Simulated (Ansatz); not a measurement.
A series of calculations on AlN

### Relaxation

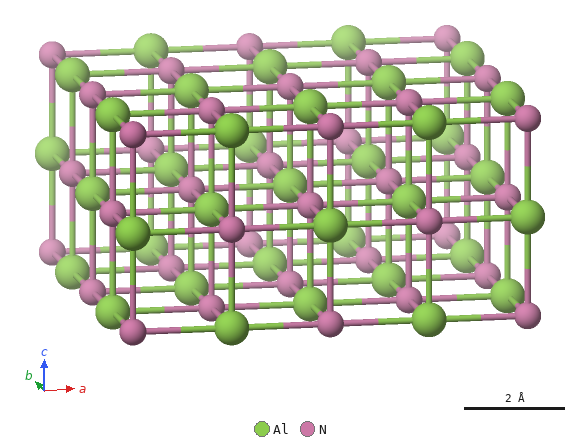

This is the input geometry for a relaxation of a crystal of AlN (set up in Fm-3m). A ball-and-stick model of the conventional cell (4 times the calculation's cell), repeated 2 × 2 × 1 with one cell outlined, seen slightly off an axis. Lengths and directions refer to the drawn axes.

All numbers below come from DFT PBEsol, scalar-relativistic, plane waves, PAW (Ansatz).

Input file:
```yaml
crystal:
  lattice:
    - [0.0, 2.034518, 2.034518]
    - [2.034518, 0.0, 2.034518]
    - [2.034518, 2.034518, 0.0]
  atoms:
    - { symbol: Al, position: [0.5, 0.5, 0.5] }
    - { symbol: "N", position: [0.0, 0.0, 0.0] }
basis:
  ecutwfc: 420
kpoints:
  mp_grid: { grid: [10, 10, 10] }
hamiltonian:
  xc: pbesol
scf:
  occupations: { method: gaussian, width: 0.02 }
output:
  forces: true
  stress: true
  eigenvalues: true
  write_density: true
  write_potential: true
  elf: true
  volumetric_format: npy
relax:
  adjacent_minimum: "off"
  f_tol: 0.005
  max_steps: 80
  cell: { stress_tol: 0.05 }
```

Launched with:
```bash
ansatz run input.yaml --threads 2 --pin off --max-ram 5120MiB --backend cpu --events-out ev --progress --plain --runs-dir out
```

Question: What does the optimiser find from here?

Answer: After 4 accepted moves (6 points after the start) the energy has fallen by 4.1 meV per cell of the calculation. All forces vanish by symmetry, so only the cell relaxes. Pressure: −4.47 GPa at the start and 0.00 GPa at the end. At 2 points the geometry stayed and the basis and grid were re-selected for the new cell (energy shift of 1.0 meV per cell of the calculation at most each time). The atoms keep their places relative to the cell (all moves are under 0.005 Å). The volume changes by −1.7 %, with a = b = c 4.069 → 4.045 Å (−0.6 %). Near-neighbour distances that change, for instance: Al1–N2 2.035 → 2.023 Å. The space group stays Fm-3m (No. 225).

History of the run:

| step | E − E(0), meV/atom | pressure, GPa | volume, Å³/atom | note |
| --- | --- | --- | --- | --- |
| 0 | 0.00 | -4.47 | 8.421 |  |
| 1 | -1.74 | -2.33 | 8.351 |  |
| 2 | -2.55 | 0.06 | 8.276 |  |
| 3 | -2.54 | 0.00 | 8.277 |  |
| 4 | -2.03 | -0.10 | 8.277 | same geometry, new basis |
| 5 | -2.04 | 0.00 | 8.275 |  |
| 6 | -2.04 | 0.00 | 8.275 | same geometry, new basis |

### Scan

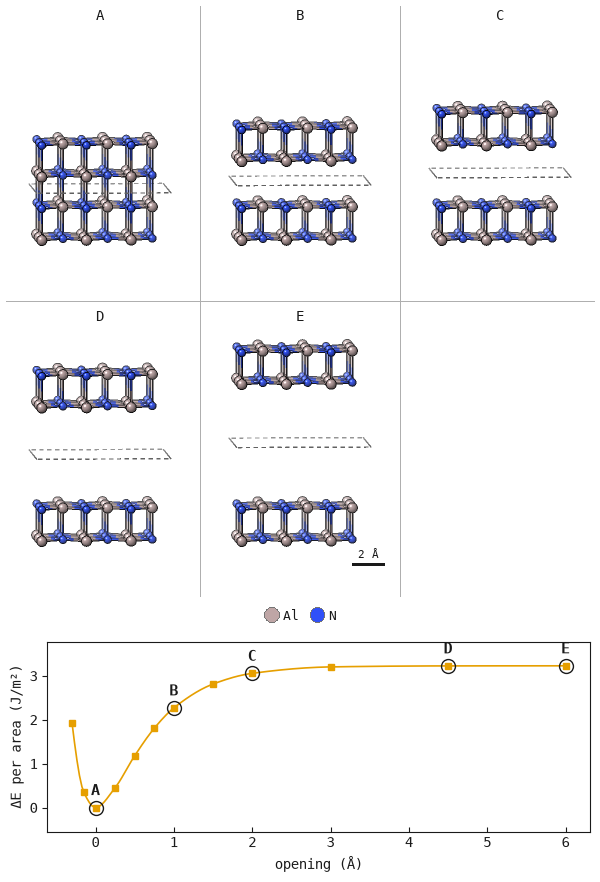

Crystalline AlN (Fm-3m): the crystal is pulled apart rigidly along the normal of the (0 0 1) plane of the conventional cell, at a cut between a plane of Al/N below and one of Al/N above, 2.02 Å apart. One cut stands in each cell, which starts 12.1 Å high; nothing is relaxed, and the dashed outline marks the cut. The lettered frames are marked on the plot. A ball-and-stick model of the layers on both sides of the cut, seen from the side, nearly along the cut plane.

All numbers below come from DFT PBEsol, scalar-relativistic, plane waves, PAW (Ansatz). (plane-wave cutoff 420 eV; k-point mesh 8 × 8 × 2; occupations gaussian; smearing width 0.05 eV; no spin polarisation). Energies (free energies at the smearing named) are counted from the relaxed crystal.

> Read off the main features of the energy profile.

At the widest opening, 6.00 Å, the energy has risen by 3.228 J/m², where the curve has levelled off: this is the ideal work of separation, the sum of the two unrelaxed surface energies of a slab 12.1 Å thick. The steepest rise lies between 0.25 Å and 0.50 Å, with a mean traction of about 29 GPa. Pressing the cut together by 0.30 Å costs 1.929 J/m².

### Scan

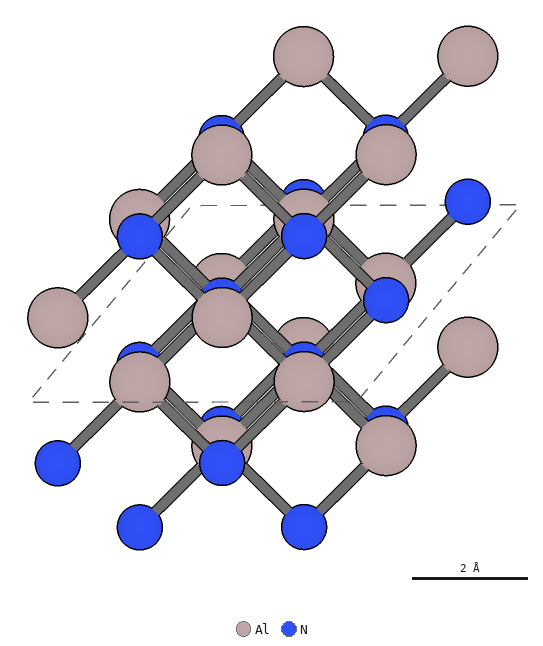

A crystal of AlN (Fm-3m): the crystal above a cut along the (1 1 1) plane of the conventional cell (between a plane of Al below and one of N above, 1.17 Å apart) is slid rigidly over the whole in-plane cell (a gamma surface). One cut stands in each cell, which starts 14.0 Å high; nothing is relaxed, and the dashed outline marks the cut. The picture shows the perfect crystal around the cut (dashed). Style: ball-and-stick. Shown: the layers on both sides of the cut, obliquely from above.

Level of theory: Ansatz 0.2.0, DFT PBEsol, scalar-relativistic, plane waves, PAW. Settings: plane-wave cutoff 420 eV; k-point mesh 9 × 9 × 2; occupations gaussian; smearing width 0.05 eV; no spin polarisation. Energies (free energies at the smearing named) are counted from the relaxed crystal.

Input file:
```yaml
crystal:
  lattice:
    - [2.0226209166, -2.0226209166, 0.0]
    - [2.0226209166, 0.0, -2.0226209166]
    - [8.0904836664, 8.0904836664, 8.0904836664]
  atoms:
    - { symbol: Al, position: [0.6666666667, 0.6666666667, 0.4166666667] }
    - { symbol: Al, position: [0.0, 0.0, 0.25] }
    - { symbol: Al, position: [0.3333333333, 0.3333333333, 0.5833333333] }
    - { symbol: Al, position: [0.6666666667, 0.6666666667, 0.9166666667] }
    - { symbol: Al, position: [1.0, 1.0, 0.75] }
    - { symbol: Al, position: [0.3333333333, 0.3333333333, 0.0833333333] }
    - { symbol: "N", position: [1.0, 0.0, 0.5] }
    - { symbol: "N", position: [0.3333333333, 0.3333333333, 0.3333333333] }
    - { symbol: "N", position: [0.6666666667, 0.6666666667, 0.6666666667] }
    - { symbol: "N", position: [1.0, 1.0, 0.0] }
    - { symbol: "N", position: [0.3333333333, 0.3333333333, 0.8333333333] }
    - { symbol: "N", position: [0.6666666667, 0.6666666667, 0.1666666667] }
basis:
  ecutwfc: 420
kpoints:
  mp_grid: { grid: [9, 9, 2] }
hamiltonian:
  xc: pbesol
scf:
  occupations: { method: gaussian, width: 0.05 }
output:
  forces: true
  stress: true
  eigenvalues: true
```

Launched with:
```bash
ansatz run input.yaml --threads 2 --pin off --max-ram 5120MiB --backend cpu --events-out ev --progress --plain --runs-dir out
```

**Predict the energy profile on a grid with rows 0.000, 0.167, 0.333, 0.500, 0.667, 0.833, 1.000 and columns 0.000, 0.167, 0.333, 0.500, 0.667, 0.833, 1.000 (slip along a₁ (fraction); slip along a₂ (fraction)).**

Rows: slip along a₁ (fraction); columns: slip along a₂ (fraction); values in mJ/m².

|  | 0.000 | 0.167 | 0.333 | 0.500 | 0.667 | 0.833 | 1.000 |
| --- | --- | --- | --- | --- | --- | --- | --- |
| 0.000 | 0 | 1445 | 6030 | 9420 | 6030 | 1445 | 0 |
| 0.167 | 1445 | 2308 | 4003 | 4003 | 2308 | 1445 | 1445 |
| 0.333 | 6030 | 4003 | 3824 | 4003 | 6030 | 8100 | 6030 |
| 0.500 | 9420 | 4003 | 4003 | 9420 | 20331 | 20331 | 9420 |
| 0.667 | 6030 | 2308 | 6030 | 20331 | 32558 | 20331 | 6030 |
| 0.833 | 1445 | 1445 | 8100 | 20331 | 20331 | 8100 | 1445 |
| 1.000 | 0 | 1445 | 6030 | 9420 | 6030 | 1445 | 0 |

The corners are the perfect crystal. The highest computed fault energy is 32558 mJ/m² at (0.67, 0.67), and the lowest away from the corners 1445 mJ/m² at (0.00, 0.17). Relaxation across the fault would lower these values.

As a map, interpolated between the computed points (dots):

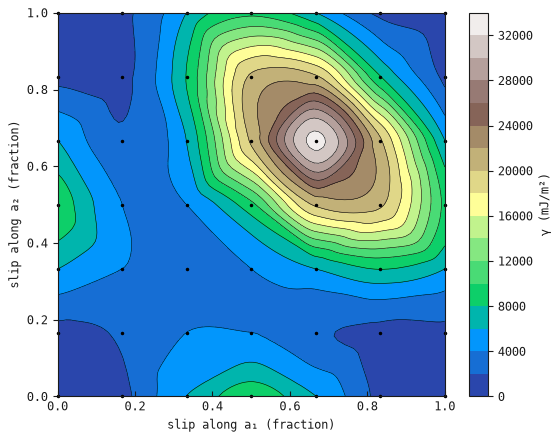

### Energy map

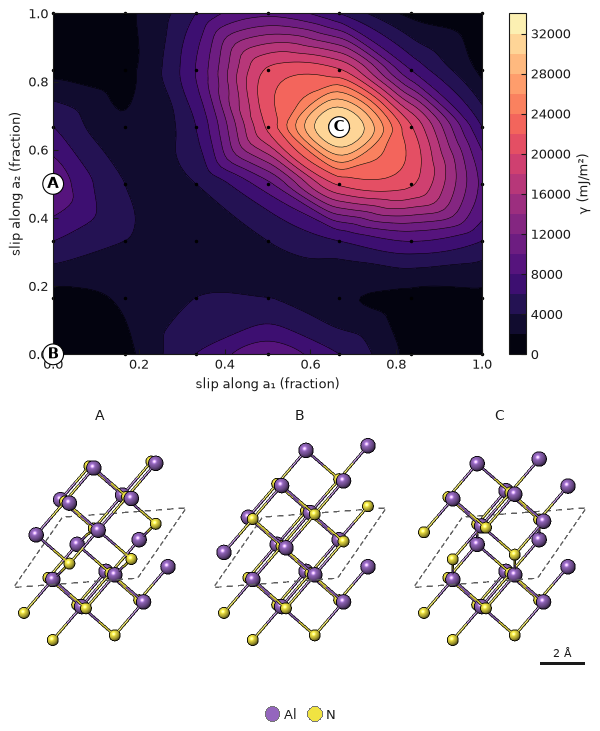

A scan of a crystal of AlN (Fm-3m): the crystal above a cut along the (1 1 1) plane of the conventional cell (between a plane of Al below and one of N above, 1.17 Å apart) is slid rigidly over the whole in-plane cell (a gamma surface). One cut stands in each cell, which starts 14.0 Å high; nothing is relaxed, and the dashed outline marks the cut. The map is interpolated between the computed points (dots). The lettered frames are marked on it. A ball-and-stick model of the layers on both sides of the cut, seen obliquely from above.

Computed with DFT PBEsol, scalar-relativistic, plane waves, PAW in Ansatz. Set-up: plane-wave cutoff 420 eV; k-point mesh 9 × 9 × 2; occupations gaussian; smearing width 0.05 eV; no spin polarisation. Energies (free energies at the smearing named) are counted from the relaxed crystal.

Where is the lowest point of the map, and what else does it tell?

The corners are the perfect crystal. The highest computed fault energy is 32558 mJ/m² at (0.67, 0.67), and the lowest away from the corners 1445 mJ/m² at (0.00, 0.17). Relaxation across the fault would lower these values. The frames lie at A (0.000, 0.500): 9420 mJ/m², B (0.000, 0.000): 0 mJ/m², C (0.667, 0.667): 32558 mJ/m².
